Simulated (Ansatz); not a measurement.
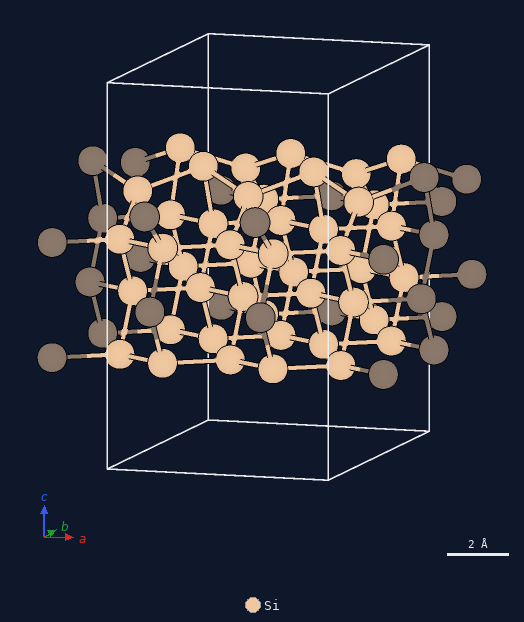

Figure 1. The structure (ball-and-stick view of the 2 × 1 repeat of the cell, with the vacuum cut short, seen slightly off an axis; neighbours outside the cell are drawn fainter). An atom can appear more than once, as a periodic image.

**Single-point calculation of Si**

- system: Si (slab, 16 atoms in the cell)
- method: DFT, PBEsol, plane waves, PAW, no spin polarisation (Ansatz 0.2.0)

The structure derives from an entry of the Crystallography Open Database. Figures and captions count atoms from 1; the log counts them from 0 in places.

**Output**
```
scf.n_extra_bands = 2 over 32 filled bands (N_el = 64.0): the run solves 34 bands
Engine: ansatz 0.2.0, x86_64-unknown-linux-gnu
Pseudopotentials: kind: paw
Pseudopotential: Si, paw, valence charge 4, recommended cutoff 420 eV (normal), Si.paw.azcp
Functional definition: PBEsol
  exchange = pbesol_x
  correlation = pbesol_c
Crystal: 16 atoms, lattice volume = 866.716 Å³
Basis set: ecut = 420 eV, 16997 PW (Γ), exchange–correlation on 54×150×288 points (8 copies of the dense FFT grid, shifted against one another)
Bands: 34, of which v1, the nominal top of the filled ones, is band 32 counted from 1 (31 counted from 0)
Symmetry: 1 space group operations
Space group: P1 (ITA 1), of the structure as read, at distance tolerance 9.5e-5 Å
k-points: 19 of 36 (time reversal used)
Non-local potential: Si, projectors of the file, l = 0: 2, l = 1: 2, l = 2: 2
PAW form: soft (Blöchl's): semilocal exchange-correlation on the pseudo side does not see the compensation charge
PAW frozen core: Si, regenerated for the run's functional, and the local potential with it (the file was generated under x = pbe(κ = 0.804, μ = 0.2195149727645171), c = pbe(β = 0.06672455060314922))
PAW one-centre angular grid: Si, 110 points (default); XC on 64 Gauss nodes
Initial density: superposition of atomic densities (neutral atoms: chi_scale 0, normalization atom), corrected by the library's trained network
Initial wavefunctions: pseudopotential atomic-orbital guess
Functional: x = pbesol(κ = 0.804, μ = 0.12345679012345678), c = pbesol(β = 0.046)
SCF iter   1: F=—  HF=-9934.919117 eV  |F-HF|=—  |Δ(HF+E_count)|=         —  Δρ=3.60e-3  dr2=1.09e0  ethr=1.77e-3  p=0.071 e·Å  D=1.49e-2 V/Å  ΔV_dip=-0.31 eV  dr2_dipole=4.33e-1  V_vac-E_F(+/−)=4.64/4.95 eV  ⟨swp⟩=9.7  Hψ=4318  notcnv=0
efield: sawtooth ramp at fractional position 0.9843 (placed from the atoms, in the widest stretch of the axis that holds none; the zero of the levels goes with the place), width 0.0400; the density the first Hamiltonian is built on has a dipole p = 0.071 e·Å; the dipole correction subtracts the counter field D = 1.49e-2 V/Å, which shifts the + side's vacuum level by -0.31 eV against the − side's; the planar-averaged density in the ramp window peaks in size at 2.2e-6 e/Å³
preconditioner: auto → LDOS  [metal: Δε(μ)=0.024 eV  Ē_g=5.092 eV  σ=0.050 eV  W_gap=0.26  n_scr=78 (ndim 8)  ℏωp=10.1 eV  f_vac=0.527  D(μ)=9.75/eV (n_scr^D=36)  β→1.0]
SCF iter   2: F=—  HF=-9934.850542 eV  |F-HF|=—  |Δ(HF+E_count)|=   6.86e-2  Δρ=1.80e-3  dr2=1.57e-1  ethr=1.71e-3  p=0.016 e·Å  D=3.38e-3 V/Å  ΔV_dip=-0.07 eV  dr2_dipole=3.48e-2  V_vac-E_F(+/−)=4.85/4.92 eV  ⟨swp⟩=1.9  Hψ=873  notcnv=0
SCF iter   3: F=—  HF=-9934.838467 eV  |F-HF|=—  |Δ(HF+E_count)|=   1.21e-2  Δρ=5.70e-4  dr2=1.87e-2  ethr=2.45e-4  p=0.030 e·Å  D=6.24e-3 V/Å  ΔV_dip=-0.13 eV  dr2_dipole=4.67e-3  V_vac-E_F(+/−)=4.81/4.94 eV  ⟨swp⟩=2.5  Hψ=1078  notcnv=0
SCF iter   4: F=—  HF=-9934.837643 eV  |F-HF|=—  |Δ(HF+E_count)|=   8.24e-4  Δρ=2.29e-4  dr2=2.84e-3  ethr=2.92e-5  p=0.026 e·Å  D=5.40e-3 V/Å  ΔV_dip=-0.11 eV  dr2_dipole=2.09e-4  V_vac-E_F(+/−)=4.81/4.92 eV  ⟨swp⟩=2.4  Hψ=1113  notcnv=0
SCF iter   5: F=—  HF=-9934.837439 eV  |F-HF|=—  |Δ(HF+E_count)|=   2.04e-4  Δρ=8.85e-5  dr2=2.36e-4  ethr=4.44e-6  p=0.025 e·Å  D=5.15e-3 V/Å  ΔV_dip=-0.11 eV  dr2_dipole=3.68e-6  V_vac-E_F(+/−)=4.81/4.92 eV  ⟨swp⟩=2.8  Hψ=1227  notcnv=0
SCF iter   6: F=—  HF=-9934.837417 eV  |F-HF|=—  |Δ(HF+E_count)|=   2.20e-5  Δρ=3.24e-5  dr2=4.31e-5  ethr=3.69e-7  p=0.024 e·Å  D=5.09e-3 V/Å  ΔV_dip=-0.11 eV  dr2_dipole=3.87e-6  V_vac-E_F(+/−)=4.81/4.92 eV  ⟨swp⟩=2.5  Hψ=1257  notcnv=0
SCF iter   7: F=—  HF=-9934.837296 eV  |F-HF|=—  |Δ(HF+E_count)|=   1.21e-4  Δρ=1.04e-5  dr2=2.94e-6  ethr=6.74e-8  p=0.024 e·Å  D=5.03e-3 V/Å  ΔV_dip=-0.10 eV  dr2_dipole=3.11e-7  V_vac-E_F(+/−)=4.81/4.92 eV  ⟨swp⟩=2.1  Hψ=1084  notcnv=0
SCF iter   8: F=—  HF=-9934.837296 eV  |F-HF|=—  |Δ(HF+E_count)|=   4.15e-7  Δρ=3.53e-6  dr2=4.50e-7  ethr=4.59e-9  p=0.024 e·Å  D=5.02e-3 V/Å  ΔV_dip=-0.10 eV  dr2_dipole=4.98e-8  V_vac-E_F(+/−)=4.81/4.92 eV  ⟨swp⟩=2.2  Hψ=1234  notcnv=0
SCF iter   9: F=—  HF=-9934.837297 eV  |F-HF|=—  |Δ(HF+E_count)|=   1.50e-7  Δρ=1.15e-6  dr2=1.05e-7  ethr=1.56e-10  p=0.024 e·Å  D=5.02e-3 V/Å  ΔV_dip=-0.10 eV  dr2_dipole=1.98e-8  V_vac-E_F(+/−)=4.81/4.92 eV  ⟨swp⟩=7.9  Hψ=3462  notcnv=0
SCF iter  10: F=-9934.837297 eV  HF=-9934.837297 eV  |F-HF|=7.46e-10  |Δ(HF+E_count)|=   3.65e-9  Δρ=4.83e-7  dr2=1.06e-8  ethr=1.56e-10  p=0.024 e·Å  D=5.02e-3 V/Å  ΔV_dip=-0.10 eV  dr2_dipole=2.34e-9  V_vac-E_F(+/−)=4.81/4.92 eV  ⟨swp⟩=4.9  Hψ=2504  notcnv=0
SCF 1 converged in 10 iterations: F = -9934.837297 eV  dr2 = 1.06e-8
  greatest PAW one-centre occupation: 0.688 electrons in one spin orbital (limit 2), on the Si atom at site 14 (counted from 0), in its partial waves of l = 0
```

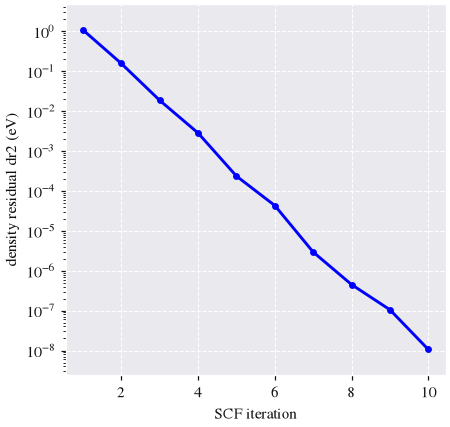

Figure 2. Convergence of the self-consistent field: density residual dr2 against the SCF iteration. The residual falls at every step.

```
SCF converged after 10 iterations
Free energy (F): -9934.837297 eV
Harris-Foulkes:  -9934.837297 eV  (|F-HF|=7.46e-10)
Internal energy: -9934.824051 eV  (E = F + TS)
E sigma→0 (E₀):  -9934.830674 eV
Entropy (-TS):   -0.013246 eV (-0.828 meV/atom)
Fermi energy:    -0.799878 eV
Dipole field:    D = 0.004988 V/Å  (p = 0.023892 e·Å, saw-weighted, corrected)
Work function:   Φ+ = 4.8134 eV   Φ− = 4.9170 eV
Levels:          The Fermi level and band energies are counted from a zero that moves with the ramp; work functions are not
--- Per-component energies (eV) ---
  E_band       = -353.501050
  E_kinetic    = 627.121247
  E_local      = -13076.095169  (includes V_loc(G=0)·N_el)
  E_nonlocal   = 417.201494
  E_hartree    = 6224.979071
  E_xc         = -865.100116
  E_vxc        = -735.750456  (∫ρ·V_xc dr)
  E_paw        = -7979.459792  (= ΣΔE_a)
  E_vpaw       = -35.976162  (= ΣTr[D̂ρ^β])
  E_aug_tail   = 0.000102  (compensation charges beyond the density's cutoff)
  E_efield     = 0.000060  (sawtooth field / dipole correction)
  E_vefield    = 0.043782  (∫n·V_field dr)
  E_ewald      = 4716.024082
  E_core_change = 0.504971  (= ΣΔE_core)
  E_smearing   = -0.013246  (= −TS)
  E_closure    = 0.000000  (closes the sum)
  Σ components = -9934.837297   (vs F -9934.837297, Δ=0.00e0)
--- Forces (eV/Å), atoms counted from 1 ---
  atom   1  Si     0.00198908     0.71644320     0.28254278
  atom   2  Si     0.00112389     0.62580846     0.05860731
  atom   3  Si    -0.00226376    -0.72107624     0.29233905
  atom   4  Si    -0.00095421    -0.62278954     0.05431302
  atom   5  Si     0.00186310     0.09684084    -0.23418462
  atom   6  Si    -0.00154727     0.03248299    -0.11262197
  atom   7  Si    -0.00058850    -0.02264655    -0.09913577
  atom   8  Si    -0.00093698    -0.10368005    -0.23733852
  atom   9  Si     0.00134980    -0.00933068    -0.00261750
  atom  10  Si     0.00125830     0.00901676     0.00407151
  atom  11  Si    -0.00112873     0.00679667     0.00136596
  atom  12  Si    -0.00068617    -0.00827804     0.00363148
  atom  13  Si    -0.00059236    -0.00063524    -0.00473167
  atom  14  Si    -0.00184501    -0.00486196     0.00112135
  atom  15  Si    -0.00091328     0.00477841    -0.00745862
  atom  16  Si     0.00387205     0.00113233     0.00014427
  max |Σ_I F_I| component: 4.81e-5 eV/Å
--- Band table (eV; the first three rows and the last of 19) ---
  k-point 0: bands = ["-12.5048", "-11.5137", "-11.4132", "-11.1546", "-10.4723", "-10.3292", "-9.5134", "-8.7076", "-8.2359", "-6.9539", "-6.6110", "-6.3312", "-5.3204", "-4.6883", "-4.2500", "-4.0884", "-3.9982", "-3.4812", "-3.0384", "-2.6409", "-2.6037", "-2.5944", "-2.5803", "-2.4287", "-2.0246", "-1.8955", "-1.8418", "-1.5011", "-1.3489", "-0.8896", "-0.8831", "-0.8776", "-0.8465", "-0.4020"]
  k-point 1: bands = ["-12.4381", "-11.9070", "-11.1753", "-10.8397", "-10.7108", "-10.0814", "-9.5582", "-9.3296", "-7.6264", "-7.0570", "-6.5597", "-6.3255", "-5.5116", "-4.8489", "-4.2769", "-3.8310", "-3.7083", "-3.4238", "-3.2431", "-2.9668", "-2.8738", "-2.5534", "-2.4808", "-2.1802", "-2.1114", "-1.7728", "-1.7083", "-1.5832", "-1.3736", "-1.0482", "-0.9750", "-0.8386", "-0.5591", "-0.3090"]
  k-point 2: bands = ["-12.2615", "-12.2118", "-11.0807", "-10.8873", "-10.2968", "-10.0788", "-9.7846", "-9.6311", "-7.3424", "-6.7860", "-6.7379", "-6.3859", "-5.6400", "-5.0915", "-3.9442", "-3.7593", "-3.4862", "-3.4189", "-3.2844", "-3.2116", "-2.9837", "-2.8147", "-2.4207", "-2.2689", "-1.9104", "-1.8757", "-1.5269", "-1.4512", "-1.2976", "-1.2331", "-0.9454", "-0.8703", "-0.3857", "-0.2456"]
  k-point 18: bands = ["-10.7889", "-10.4333", "-10.0304", "-9.9263", "-9.4724", "-9.1199", "-8.7535", "-8.6003", "-7.9355", "-7.6784", "-7.5017", "-7.3837", "-7.1051", "-7.0079", "-6.7902", "-6.1244", "-4.7365", "-4.3983", "-4.1829", "-4.0512", "-4.0020", "-3.6130", "-3.5186", "-3.3861", "-2.9992", "-2.9520", "-2.5751", "-2.3058", "-1.8497", "-1.6256", "-1.1386", "-0.9900", "-0.8937", "-0.6371"]
```

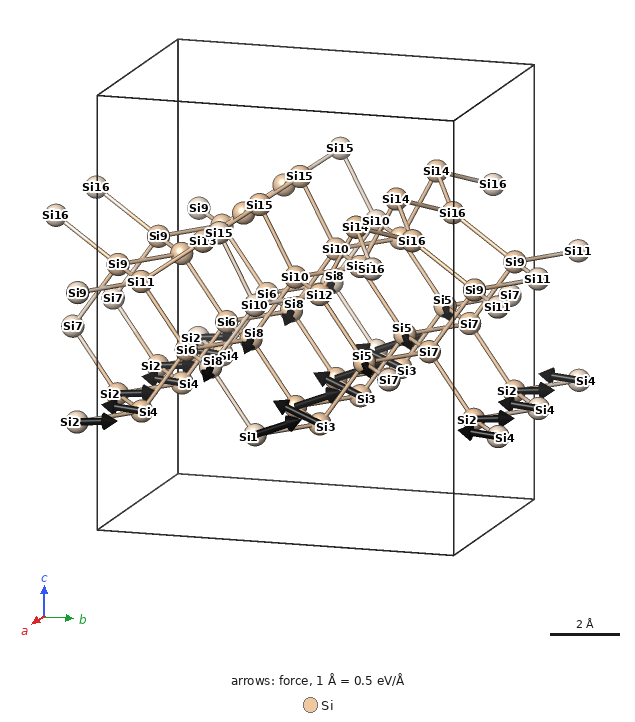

Figure 3. Forces on the atoms as black arrows (ball-and-stick view of the 2 × 1 repeat of the cell, with the vacuum cut short, seen slightly off an axis; neighbours outside the cell are drawn fainter; atoms are numbered from 1 in the order of the input); the smallest are left out. The largest act on Si3 (0.78 eV/Å); Si1 (0.77 eV/Å); Si2, Si4 (0.63 eV/Å); Si8 (0.26 eV/Å), among others. The geometry is not a stationary point of this energy.

The run was set up as follows.

**Input**
```yaml
crystal:
  lattice:
    - [3.8417168286, 0.0, 0.0]
    - [0.0, 10.8660160835, 0.0]
    - [0.0, 0.0, 20.7625752429]
  atoms:
    - { symbol: Si, position: [0.5, 0.5, 0.3612268667] }
    - { symbol: Si, position: [0.5, 0.0, 0.3612268667] }
    - { symbol: Si, position: [0.0, 0.625, 0.3612268667] }
    - { symbol: Si, position: [0.0, 0.125, 0.3612268667] }
    - { symbol: Si, position: [0.0, 0.75, 0.4537422889] }
    - { symbol: Si, position: [0.0, 0.25, 0.4537422889] }
    - { symbol: Si, position: [0.5, 0.875, 0.4537422889] }
    - { symbol: Si, position: [0.5, 0.375, 0.4537422889] }
    - { symbol: Si, position: [0.4996155856, 0.0019639327, 0.5468682069] }
    - { symbol: Si, position: [0.5001086142, 0.4996558843, 0.5469279146] }
    - { symbol: Si, position: [-6.9237e-05, 0.1236906803, 0.5469759531] }
    - { symbol: Si, position: [0.0003493918, 0.6247155199, 0.5467420942] }
    - { symbol: Si, position: [0.0029295765, 0.297844771, 0.6113880299] }
    - { symbol: Si, position: [-0.0040311617, 0.7257745329, 0.6468727233] }
    - { symbol: Si, position: [0.5028747961, 0.3996592412, 0.647448485] }
    - { symbol: Si, position: [0.4957634615, 0.8274779967, 0.6109052662] }
basis:
  ecutwfc: 420
kpoints:
  mp_grid: { grid: [9, 4, 1] }
hamiltonian:
  xc: pbesol
scf:
  occupations: { method: gaussian, width: 0.05 }
  n_extra_bands: 2
output:
  forces: true
  eigenvalues: true
efield:
  axis: 3
  dipole_correction: true
  ramp_width: 0.04
```

Run as:
```bash
ansatz run input.yaml --threads 2 --pin off --max-ram 5120MiB --backend cpu --events-out ev --progress --plain --runs-dir out
```

**Results in brief**

```tsv
quantity	value
outcome	converged
electrons treated	64
free energy	−9934.8373 eV
Fermi energy	−0.800 eV
gap on the k-point mesh	none (metallic)
largest force (length of the vector)	0.778 eV/Å
hardware	2 threads of Intel Xeon @ 2.50GHz (Skylake/Cascade Lake), 189 GiB of memory available, shared host
wall time	80 s (CPU time 2.6 min)
peak memory	1.1 GiB
```

**Remarks**

Settings chosen away from the usual ones: scf.n_extra_bands set to 2.
